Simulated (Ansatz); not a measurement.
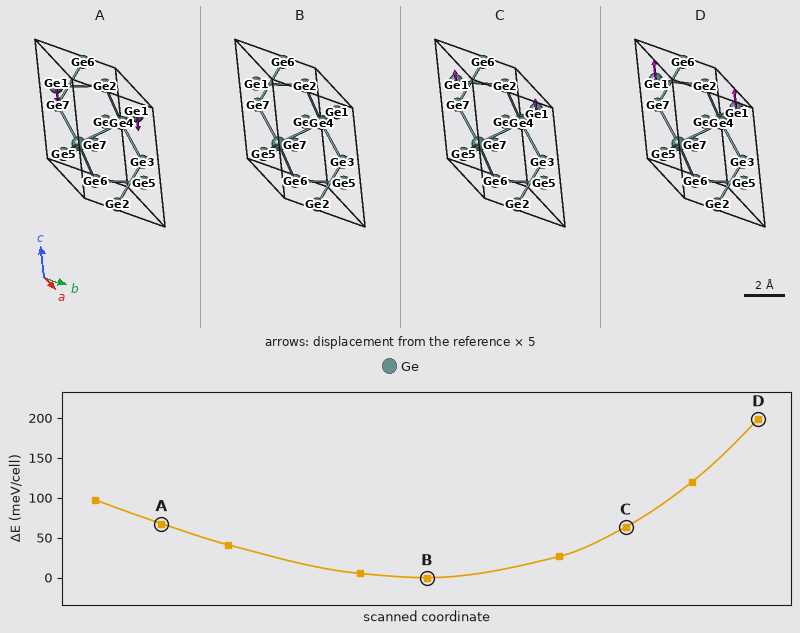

Frames of a one-coordinate scan of crystalline Ge (Ia-3). A ball-and-stick model of the cell of the calculation, seen from a free direction. Purple arrows: displacements from the reference.

Computed with Ansatz, DFT PBEsol, scalar-relativistic, plane waves, PAW. Set-up: plane-wave cutoff 420 eV; k-point mesh 8 × 8 × 8; occupations gaussian; smearing width 0.15 eV; no spin polarisation. Energies (free energies at the smearing named) are counted from the relaxed crystal.

**What is being scanned?**

A Ge atom (one in each cell of 8 atoms) is moved towards the nearest copy of atom 5 (Ge) at 2.454 Å, all else fixed. In the frames the displacement is −0.16 Å (A), 0.00 Å (B), 0.12 Å (C), 0.20 Å (D). Of the computed points the lowest is at the displacement 0.00 Å, 0.0 meV/cell. The curvature at zero is about 7.3 eV/Å². The well is lopsided: at ±0.20 Å the energy is 2.0 times higher on the positive side. At the highest point the shortest interatomic distance is 2.25 Å, against 2.45 Å in the reference. The distortion takes the space group from Ia-3 to R3.
